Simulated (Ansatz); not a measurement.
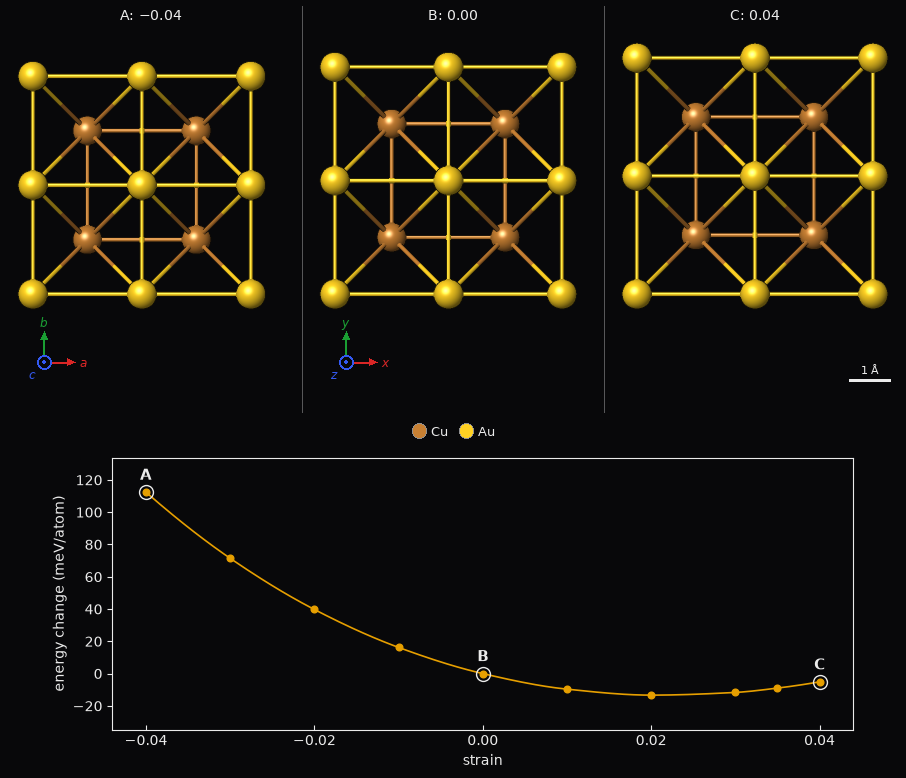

Solid CuAu (P4/mmm): the cell is strained equally along x and y, with the atoms kept at their fractional coordinates. x, y and z are the Cartesian axes of the input. The lettered frames are marked on the plot. Style: ball-and-stick. Shown: the cell of the calculation, repeated 2 × 2 × 1 with one cell outlined, along the c axis.

Level of theory: DFT PBE, scalar-relativistic, plane waves, PAW (Ansatz 0.2.0). (plane-wave cutoff 420 eV; k-point mesh 18 × 18 × 14; occupations gaussian; smearing width 0.15 eV; no spin polarisation). Energies (free energies at the smearing named) are counted from the cell as listed in its source, which wasn't relaxed.

Read off the main features of the energy profile.

Answer. The lowest computed point lies at the strain 0.02 (−13.4 meV/atom). At the ends of the scan the energy is 112.4 meV/atom (−0.04) and −5.1 meV/atom (0.04). The unrelaxed reference is under a pressure of 6.8 GPa, which tilts the curve. The distortion keeps the space group P4/mmm. At the strain −0.04 the cell of the drawing goes a 2.800 → 2.688 Å, b 2.800 → 2.688 Å.

The computed points:

| strain | energy change (meV/atom) |
| --- | --- |
| −0.040 | 112.4 |
| −0.030 | 71.4 |
| −0.020 | 39.7 |
| −0.010 | 16.2 |
| 0.000 | 0.0 |
| 0.010 | −9.7 |
| 0.020 | −13.4 |
| 0.030 | −11.7 |
| 0.035 | −9.0 |
| 0.040 | −5.1 |
